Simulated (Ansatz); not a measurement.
# TaN: what the fields show

```cif
data_structure
_symmetry_space_group_name_H-M 'P 1'
_symmetry_Int_Tables_number 1
_cell_length_a 5.2009
_cell_length_b 5.2009
_cell_length_c 5.8177
_cell_angle_alpha 90.000
_cell_angle_beta 90.000
_cell_angle_gamma 120.000
_cell_volume 136.28
loop_
_atom_site_label
_atom_site_type_symbol
_atom_site_fract_x
_atom_site_fract_y
_atom_site_fract_z
_atom_site_occupancy
Ta1 Ta 0.33333 0.66667 0.25000 1
Ta2 Ta 0.33333 0.66667 0.75000 1
Ta3 Ta 0.66667 0.33333 0.25000 1
Ta4 Ta 0.66667 0.33333 0.75000 1
Ta5 Ta 0.00000 0.00000 0.50000 1
Ta6 Ta 0.00000 0.00000 0.00000 1
N1 N 0.00000 0.60765 0.50000 1
N2 N 0.00000 0.60765 0.00000 1
N3 N 0.39235 0.39235 0.50000 1
N4 N 0.39235 0.39235 0.00000 1
N5 N 0.60765 0.00000 0.50000 1
N6 N 0.60765 0.00000 0.00000 1
```

Space group P-62m.

Method: Ansatz 0.2.0, DFT r2SCAN, scalar-relativistic, plane waves, PAW.

In a PAW calculation such maps are meaningful between the atoms, not at the nuclei.

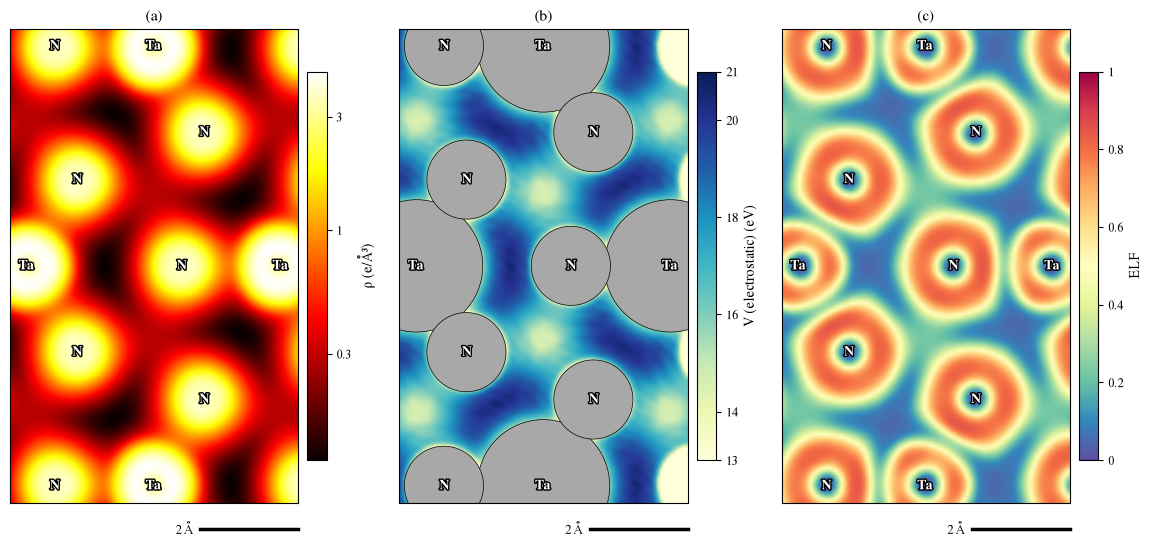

Figure 1. (a) valence electron density; (b) electrostatic potential energy of an electron; (c) electron localisation function on the (001) plane of the calculation cell. Grey discs cover the atomic cores in the potential map.

**What do the fields say about this system?**

- The plane passes through Ta and N nuclei.
- Ta–N (2.04 Å): the density is about 0.88 e/Å³ at the midpoint; the ELF peaks at about 0.85 in the valence shell of N, 0.6 Å from its nucleus, and is about 0.30 at the midpoint.
- Between the atoms the lowest density in this plane is 0.11 e/Å³.
- The features right at Ta lie inside the PAW spheres, where the map follows smoothed inner orbitals and isn't to be read closely.
- Outside the cores the potential energy rises away from the atoms and is highest about 1.3 Å from the nearest atoms; its zero is arbitrary.

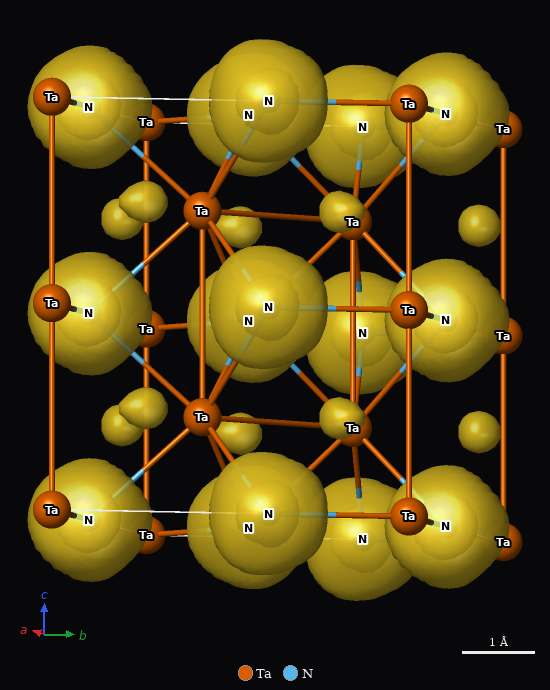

Figure 2. Isosurface of the electron localisation function at 0.7 (yellow), seen at an oblique angle. Only the valence region is drawn (cores and ρ < 0.01 e/Å³ removed). Sticks mark near contacts.

**What do the ELF domains correspond to?**

At this value the surface marks out six regions wrapped around N (the valence shell of each) and six pockets between the atoms, centred on no nucleus (multi-centre or interstitial), counted in one cell of 12 atoms. Any copies at cell faces, edges or corners count once.


 Ta–Ta (2.91 Å): the ELF is about 0.20 at the midpoint: no localised pair shows between them.

**Does the calculation make it a metal, or give it a gap?**

It is metallic or semimetallic at this level of theory: no gap opens; semilocal functionals without U, or without the true magnetic order, often close the gap of such compounds.
